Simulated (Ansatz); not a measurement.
**Geometry relaxation of Rh**

System: Rh (Fm-3m, 1 atom in the cell).
Method: DFT PBE+D3(BJ), scalar-relativistic, plane waves, PAW, no spin polarisation (Ansatz 0.2.0).

The structure derives from an entry of the Crystallography Open Database. Figures and captions count atoms from 1; the log counts them from 0 in places.

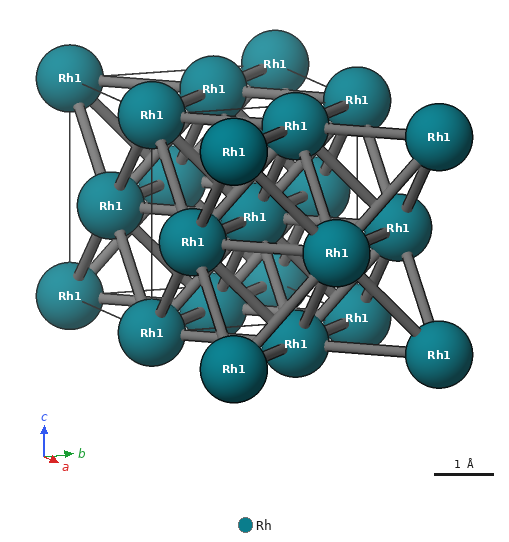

Figure 1. The input geometry (ball-and-stick view of the cell 4 times as large as that of the calculation, set on its symmetry axes, repeated 2 × 1 × 1, seen slightly off an axis; atoms are numbered from 1 in the order of the input). An atom can appear more than once, as a periodic image. Near neighbours in the periodic cell (some may lie outside the picture): Rh has 12 Rh at 2.69 Å.

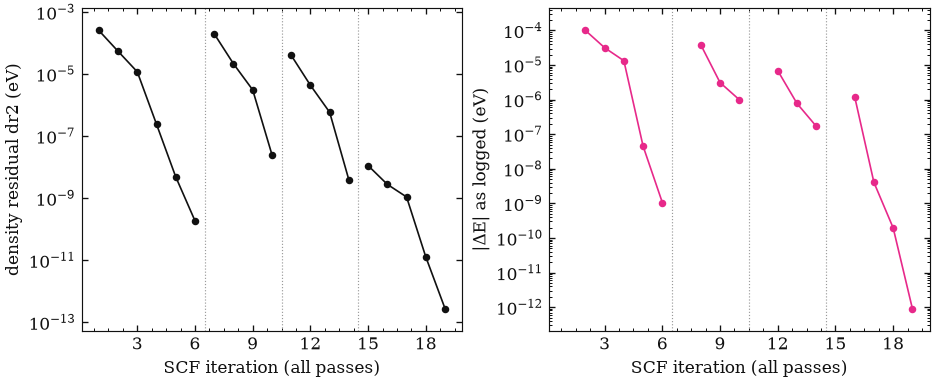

Figure 2. Convergence of the self-consistent field: density residual dr2 and size of the energy change against the SCF iteration. The dotted lines part the SCF passes of the relaxation: geometry steps, rejected trials and re-solves on a re-selected basis. The passes take 6, 4, 4 and 5 iterations.

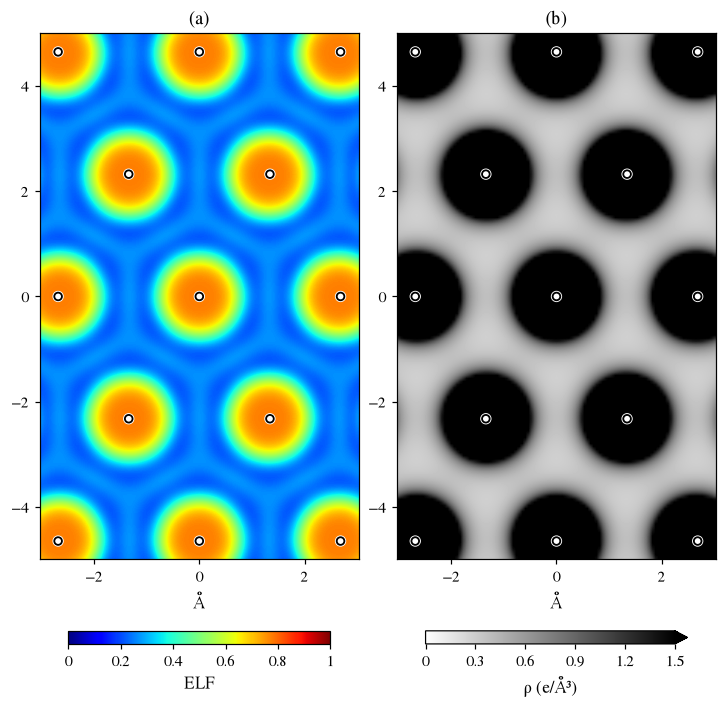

Figure 3. (a) electron localisation function; (b) valence pseudo-density on the (111) plane of the conventional cell. Circles mark the nuclei in the plane (Rh). The section cuts through Rh sites. Rh–Rh (2.68 Å): the density is about 0.38 e/Å³ at the midpoint; the ELF is about 0.25 at the midpoint (no localised pair between them). Away from the nuclei the density in this plane falls to 0.28 e/Å³ at its lowest. The strong features right at Rh lie inside the PAW spheres (semicore, d or f shells) and say nothing about bonding. In a PAW calculation such maps are meaningful between the atoms, not at the nuclei.

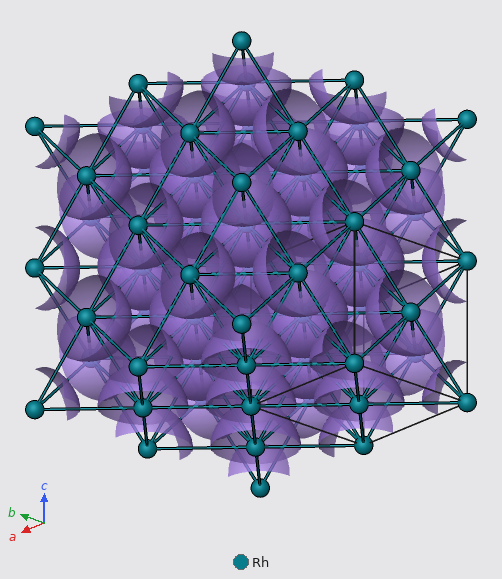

Figure 4. Isosurface of the valence charge density (pseudo) at 0.5 e/Å³ (purple), seen at an oblique angle. Sticks mark near contacts. The outline is the cell set on symmetry axes. At this value the density breaks into separate islands; it holds about 85 % of the electrons treated as valence (semicore included). It is pinched off along the Rh–Rh (2.68 Å) contacts. On the grid the lowest density along these lines, outside the cores, is 0.36 e/Å³ (Rh–Rh, 2.68 Å).

The input that produced these results follows, with the program's output.

The input
```yaml
crystal:
  lattice:
    - [0.0, 1.90155, 1.90155]
    - [1.90155, 0.0, 1.90155]
    - [1.90155, 1.90155, 0.0]
  atoms:
    - { symbol: Rh, position: [0.0, 0.0, 0.0] }
basis:
  ecutwfc: 420
kpoints:
  mp_grid: { grid: [18, 18, 18] }
hamiltonian:
  xc: pbe
  dispersion: d3bj
scf:
  occupations: { method: gaussian, width: 0.1 }
output:
  forces: true
  stress: true
  eigenvalues: true
  write_density: true
  write_potential: true
  elf: true
  volumetric_format: npy
relax:
  adjacent_minimum: "off"
  f_tol: 0.005
  max_steps: 80
  cell: { stress_tol: 0.05 }
```

Command:
```bash
ansatz run input.yaml --threads 4 --pin off --max-ram 10240MiB --backend cpu --events-out ev --progress --plain --runs-dir out
```

The program's output
```
Engine: ansatz 0.2.0, x86_64-unknown-linux-gnu
Pseudopotentials: kind: paw
Pseudopotential: Rh, paw, valence charge 17, recommended cutoff 420 eV (normal), Rh.paw.azcp
Functional definition: PBE
  parameter kappa = 0.804
  parameter beta = 0.06672455060314922
  exchange = pbe_x(kappa = kappa, mu = beta*pi^2/3)
  correlation = pbe_c(beta = beta)
Crystal: 1 atoms, lattice volume = 13.752 Å³
Basis set: ecut = 420 eV, 283 PW (Γ), exchange–correlation on 36×36×36 points (8 copies of the dense FFT grid, shifted against one another)
Bands: 13, of which v1, the nominal top of the filled ones, is band 9 counted from 1 (8 counted from 0)
Symmetry: 48 space group operations
Space group: Fm-3m (ITA 225), of the structure as read, at distance tolerance 2.4e-5 Å
k-points: 195 of 5832
Non-local potential: Rh, projectors of the file, l = 0: 3, l = 1: 2, l = 2: 2, l = 3: 1
PAW form: soft (Blöchl's): semilocal exchange-correlation on the pseudo side does not see the compensation charge
PAW one-centre angular grid: Rh, 590 points (default); XC on 64 Gauss nodes
Initial density: superposition of atomic densities (neutral atoms: chi_scale 0, normalization atom), corrected by the library's trained network
Initial wavefunctions: pseudopotential atomic-orbital guess
Functional: x = pbe(κ = 0.804, μ = 0.2195149727645171), c = pbe(β = 0.06672455060314922)
SCF iter   1: F=—  HF=-6403.534233 eV  |F-HF|=—  |Δ(HF+E_count)|=         —  Δρ=2.73e-3  dr2=2.55e-4  ethr=1.77e-3  ⟨swp⟩=4.9  Hψ=14045  notcnv=0
preconditioner: auto → none  [metal: Δε(μ)=0.008 eV  Ē_g=14.019 eV  σ=0.100 eV  W_gap=0.05  n_scr=0 (ndim 8)  ℏωp=30.0 eV  f_vac=0.000  D(μ)=1.38/eV (n_scr^D=14)]
SCF iter   2: F=—  HF=-6403.534333 eV  |F-HF|=—  |Δ(HF+E_count)|=   1.00e-4  Δρ=1.41e-3  dr2=5.43e-5  ethr=1.50e-6  ⟨swp⟩=2.8  Hψ=5830  notcnv=0
SCF iter   3: F=—  HF=-6403.534365 eV  |F-HF|=—  |Δ(HF+E_count)|=   3.16e-5  Δρ=6.59e-4  dr2=1.18e-5  ethr=3.19e-7  ⟨swp⟩=2.1  Hψ=3405  notcnv=0
SCF iter   4: F=—  HF=-6403.534378 eV  |F-HF|=—  |Δ(HF+E_count)|=   1.33e-5  Δρ=6.65e-5  dr2=2.41e-7  ethr=6.92e-8  ⟨swp⟩=2.3  Hψ=3635  notcnv=0
iter 5 did not close the SCF: its close was put off for the readings that it lacked (scf_convergence_deferred on its scf_iter line)
SCF iter   5: F=-6403.534378 eV  HF=-6403.534378 eV  |F-HF|=1.68e-9  |Δ(HF+E_count)|=   4.50e-8  Δρ=1.15e-5  dr2=4.84e-9  ethr=1.42e-9  ⟨swp⟩=2.5  Hψ=3759  notcnv=0
SCF iter   6: F=-6403.534378 eV  HF=-6403.534378 eV  |F-HF|=1.02e-10  |Δ(HF+E_count)|=   1.06e-9  Δρ=1.66e-6  dr2=1.86e-10  ethr=2.85e-11  ⟨swp⟩=5.2  Hψ=13394  notcnv=0
SCF 1 converged in 6 iterations: F = -6403.534378 eV  dr2 = 1.86e-10
  greatest PAW one-centre occupation: 1.000 electrons in one spin orbital (limit 2), on the Rh atom at site 0 (counted from 0), in its partial waves of l = 0
relax step   1: F+E_penalty+E_count = -6403.53437810 eV  Δ(F+E_penalty+E_count) = +0.000e0 eV  max|allowed force component| = 0.000e0 eV/Å  Δτ_max = 0.0000 Å  P = -2.124 GPa  Ω = 13.752 Å³  (6 SCF iters, dr2 threshold 1.00e-7 eV, accepted)
Crystal: 1 atoms, lattice volume = 13.561 Å³
Initial density: handed on by an earlier stage of this run
Initial wavefunctions: those handed on with the density
iter 1 solved again at ethr=1.18e-6 eV; its pass at ethr=3.10e-3 eV (dr2=2.01e-4 eV) is discarded
SCF iter   1: F=—  HF=-6403.534788 eV  |F-HF|=—  |Δ(HF+E_count)|=         —  Δρ=1.30e-3  dr2=1.98e-4  ethr=1.18e-6  ⟨swp⟩=2.0  Hψ=17034  notcnv=0
preconditioner: auto → none  [metal: Δε(μ)=0.011 eV  Ē_g=14.168 eV  σ=0.100 eV  W_gap=0.06  n_scr=0 (ndim 8)  ℏωp=30.3 eV  f_vac=0.000  D(μ)=1.34/eV (n_scr^D=14)]
SCF iter   2: F=—  HF=-6403.534749 eV  |F-HF|=—  |Δ(HF+E_count)|=   3.84e-5  Δρ=6.26e-4  dr2=2.15e-5  ethr=1.17e-6  ⟨swp⟩=2.2  Hψ=3550  notcnv=0
SCF iter   3: F=—  HF=-6403.534746 eV  |F-HF|=—  |Δ(HF+E_count)|=   3.11e-6  Δρ=2.67e-4  dr2=3.09e-6  ethr=1.26e-7  ⟨swp⟩=2.7  Hψ=4007  notcnv=0
SCF iter   4: F=-6403.534747 eV  HF=-6403.534747 eV  |F-HF|=2.15e-8  |Δ(HF+E_count)|=   9.95e-7  Δρ=2.81e-5  dr2=2.54e-8  ethr=5.88e-10  ⟨swp⟩=6.1  Hψ=13547  notcnv=0
SCF 2 converged in 4 iterations: F = -6403.534747 eV  dr2 = 2.54e-8
relax step   2: F+E_penalty+E_count = -6403.53474719 eV  Δ(F+E_penalty+E_count) = -3.691e-4 eV  max|allowed force component| = 0.000e0 eV/Å  Δτ_max = 0.0000 Å  P = +1.791 GPa  Ω = 13.561 Å³  energy of the carried Pulay correction = +1.380e-4 eV  (4 SCF iters, dr2 threshold 1.00e-7 eV, accepted)
Crystal: 1 atoms, lattice volume = 13.648 Å³
iter 1 solved again at ethr=2.14e-7 eV; its pass at ethr=3.10e-3 eV (dr2=3.64e-5 eV) is discarded
SCF iter   1: F=—  HF=-6403.535165 eV  |F-HF|=—  |Δ(HF+E_count)|=         —  Δρ=5.76e-4  dr2=4.04e-5  ethr=2.14e-7  ⟨swp⟩=2.0  Hψ=16417  notcnv=0
preconditioner: auto → none  [metal: Δε(μ)=0.010 eV  Ē_g=14.102 eV  σ=0.100 eV  W_gap=0.06  n_scr=0 (ndim 8)  ℏωp=30.2 eV  f_vac=0.000  D(μ)=1.36/eV (n_scr^D=14)]
SCF iter   2: F=—  HF=-6403.535158 eV  |F-HF|=—  |Δ(HF+E_count)|=   6.87e-6  Δρ=2.76e-4  dr2=4.36e-6  ethr=2.14e-7  ⟨swp⟩=2.3  Hψ=3689  notcnv=0
SCF iter   3: F=—  HF=-6403.535157 eV  |F-HF|=—  |Δ(HF+E_count)|=   7.75e-7  Δρ=1.15e-4  dr2=5.88e-7  ethr=2.56e-8  ⟨swp⟩=2.7  Hψ=3966  notcnv=0
SCF iter   4: F=-6403.535157 eV  HF=-6403.535157 eV  |F-HF|=3.46e-9  |Δ(HF+E_count)|=   1.70e-7  Δρ=1.10e-5  dr2=3.88e-9  ethr=5.88e-10  ⟨swp⟩=7.4  Hψ=13531  notcnv=0
SCF 3 converged in 4 iterations: F = -6403.535157 eV  dr2 = 3.88e-9
relax step   3: F+E_penalty+E_count = -6403.53515726 eV  Δ(F+E_penalty+E_count) = -4.101e-4 eV  max|allowed force component| = 0.000e0 eV/Å  Δτ_max = 0.0000 Å  P = -0.028 GPa  Ω = 13.648 Å³  energy of the carried Pulay correction = +7.507e-5 eV  (4 SCF iters, dr2 threshold 1.00e-7 eV, accepted)
Initial wavefunctions: pseudopotential atomic-orbital guess (no wavefunctions were taken with the density)
iter 1 solved again at ethr=1.48e-8 eV; its pass at ethr=3.10e-3 eV (dr2=2.52e-6 eV) is discarded
SCF iter   1: F=—  HF=-6403.535090 eV  |F-HF|=—  |Δ(HF+E_count)|=         —  Δρ=2.41e-5  dr2=1.12e-8  ethr=1.48e-8  ⟨swp⟩=3.0  Hψ=20988  notcnv=0
preconditioner: auto → none  [metal: Δε(μ)=0.010 eV  Ē_g=14.101 eV  σ=0.100 eV  W_gap=0.06  n_scr=0 (ndim 8)  ℏωp=30.2 eV  f_vac=0.000  D(μ)=1.36/eV (n_scr^D=14)]
SCF iter   2: F=—  HF=-6403.535091 eV  |F-HF|=—  |Δ(HF+E_count)|=   1.21e-6  Δρ=1.20e-5  dr2=2.78e-9  ethr=6.61e-11  ⟨swp⟩=2.3  Hψ=4067  notcnv=0
SCF iter   3: F=—  HF=-6403.535091 eV  |F-HF|=—  |Δ(HF+E_count)|=   4.04e-9  Δρ=3.21e-6  dr2=1.09e-9  ethr=1.64e-11  ⟨swp⟩=2.2  Hψ=3555  notcnv=0
SCF iter   4: F=—  HF=-6403.535091 eV  |F-HF|=—  |Δ(HF+E_count)|=  1.96e-10  Δρ=5.72e-7  dr2=1.27e-11  ethr=6.42e-12  ⟨swp⟩=2.7  Hψ=4014  notcnv=0
SCF iter   5: F=-6403.535091 eV  HF=-6403.535091 eV  |F-HF|=0.00e0  |Δ(HF+E_count)|=  9.09e-13  Δρ=5.86e-8  dr2=2.75e-13  ethr=1.00e-12  ⟨swp⟩=4.3  Hψ=8439  notcnv=0
SCF 4 converged in 5 iterations: F = -6403.535091 eV  dr2 = 2.75e-13
relax step   4: F+E_penalty+E_count = -6403.53509130 eV  Δ(F+E_penalty+E_count) = +6.597e-5 eV  max|allowed force component| = 0.000e0 eV/Å  Δτ_max = 0.0000 Å  P = -0.027 GPa  Ω = 13.648 Å³  stress off target by 2.68e-2 GPa  SCF on the basis re-selected at this cell (its energy is not comparable with the rows above)  (5 SCF iters)
basis re-selected at this cell: Δ(F+E_penalty+E_count) = +6.597e-5 eV, ΔP = +0.002 GPa vs the last step (what re-selecting the basis moved, of the pressure what is left beyond the Pulay correction that the steps carried, after the strain that the cell walked since its last selection, with what the two solves' SCF thresholds leave and, on support functions, any second-order correction that the steps lacked; it is no measure of the basis error at this ecutwfc). This SCF's stress stands 2.68e-2 GPa from its target on what of the cell is left free (relax.cell.stress_tol is 5.00e-2 GPa) and its largest allowed force component is 0.00e0 eV/Å (relax.f_tol is 5.00e-3 eV/Å): within both
SCF converged after 5 iterations
Free energy (F): -6403.535091 eV
Harris-Foulkes:  -6403.535091 eV  (|F-HF|=0.00e0)
Internal energy: -6403.528287 eV  (E = F + TS)
E sigma→0 (E₀):  -6403.531689 eV
Entropy (-TS):   -0.006804 eV (-6.804 meV/atom)
Fermi energy:    22.611659 eV
--- Per-component energies (eV) ---
  E_band       = -82.103368
  E_kinetic    = 573.788786
  E_local      = -1554.157427  (includes V_loc(G=0)·N_el)
  E_nonlocal   = 354.486552
  E_hartree    = 546.866200
  E_xc         = -222.162871
  E_vxc        = -278.933309  (∫ρ·V_xc dr)
  E_paw        = -3586.872765  (= ΣΔE_a)
  E_vpaw       = -271.021229  (= ΣTr[D̂ρ^β])
  E_aug_tail   = 0.000837  (compensation charges beyond the density's cutoff)
  E_ewald      = -2514.825111
  E_disp       = -0.652487  (pairwise vdW)
  E_smearing   = -0.006804  (= −TS)
  E_closure    = -0.000000  (closes the sum)
  Σ components = -6403.535091   (vs F -6403.535091, Δ=0.00e0)
--- Forces (eV/Å), atoms counted from 1 ---
  atom   1  Rh     0.00000000     0.00000000    -0.00000000
  max |Σ_I F_I| component: 3.29e-32 eV/Å
--- Stress (GPa, compression-positive) ---
       -0.026818      -0.000000      -0.000000
       -0.000000      -0.026818       0.000000
       -0.000000      -0.000000      -0.026818
  P = ⅓ Tr σ = -0.0268 GPa (-0.268 kbar)
--- Band table (eV; the first three rows and the last of 195) ---
  k-point 0: bands = ["-56.3022", "-23.7603", "-23.7603", "-23.7603", "14.5877", "19.4867", "19.4867", "19.4867", "21.5969", "21.5969", "38.4003", "43.7728", "43.7728"]
  k-point 1: bands = ["-56.2987", "-23.7838", "-23.7635", "-23.7635", "14.7132", "19.4307", "19.5363", "19.5363", "21.5690", "21.5690", "38.5813", "43.1179", "43.9566"]
  k-point 2: bands = ["-56.2886", "-23.8511", "-23.7726", "-23.7726", "15.0734", "19.2907", "19.6659", "19.6659", "21.5091", "21.5091", "39.0674", "41.7271", "44.4863"]
  k-point 194: bands = ["-56.1468", "-24.2927", "-24.2176", "-24.0442", "17.4678", "18.3162", "19.2472", "21.4529", "23.6078", "31.5164", "33.0053", "33.9314", "35.3345"]
--- Relaxed structure (3 steps of the walk, 3 accepted, 1 SCFs on fresh bases) ---
  F+E_penalty+E_count = -6403.53509130 eV   max|allowed force component| = 0.000e0 eV/Å   (the final SCF, on the basis selected at the relaxed cell)
  cell:  # Å, volume = 13.6475 Å³
    - [-1.628130594886169e-34, 1.8967414645184772, 1.8967414645184772]
    - [1.8967414645184772, -3.5667604230269127e-34, 1.8967414645184772]
    - [1.8967414645184772, 1.8967414645184772, -8.638247899518304e-35]
  atoms:
    - { symbol: Rh, position: [0.0, 0.0, 0.0] }
```

Trajectory as extended XYZ (Å, eV, eV/Å), 4 frames, from step=1 to step=4
```
1
Lattice="0.0000 1.9016 1.9016 1.9016 0.0000 1.9016 1.9016 1.9016 0.0000" Properties=species:S:1:pos:R:3:forces:R:3 step=1 energy=-6403.53438 pressure_GPa=-2.12
Rh    0.0000    0.0000    0.0000    0.0000   0.0000   0.0000
1
Lattice="0.0000 1.8927 1.8927 1.8927 0.0000 1.8927 1.8927 1.8927 0.0000" Properties=species:S:1:pos:R:3:forces:R:3 step=2 energy=-6403.53475 pressure_GPa=1.79
Rh    0.0000    0.0000    0.0000    0.0000   0.0000   0.0000
1
Lattice="0.0000 1.8967 1.8967 1.8967 0.0000 1.8967 1.8967 1.8967 0.0000" Properties=species:S:1:pos:R:3:forces:R:3 step=3 energy=-6403.53516 pressure_GPa=-0.03
Rh    0.0000    0.0000    0.0000    0.0000   0.0000   0.0000
1
Lattice="0.0000 1.8967 1.8967 1.8967 0.0000 1.8967 1.8967 1.8967 0.0000" Properties=species:S:1:pos:R:3:forces:R:3 step=4 energy=-6403.53509 pressure_GPa=-0.03
Rh    0.0000    0.0000    0.0000    0.0000   0.0000   0.0000
```

Summary

| quantity | value |
| --- | --- |
| outcome | converged |
| space group (tolerance 0.01 Å) | Fm-3m (225) |
| electrons treated | 17 |
| free energy | −6403.5351 eV |
| Fermi energy | 22.612 eV |
| gap on the k-point mesh | none (metallic) |
| pressure | −0.03 GPa |
| final volume | 13.65 Å³ |
| largest force (length of the vector) at the end | under 0.001 eV/Å |
| final cell | a = 2.682 Å, b = 2.682 Å, c = 2.682 Å, α = 60.00°, β = 60.00°, γ = 60.00° |
| hardware | 4 threads of Intel Xeon (Granite Rapids), 192 GiB of memory available, shared host |
| wall time | 1.7 s (CPU time 5.3 s) |
| peak memory | 0.36 GiB |
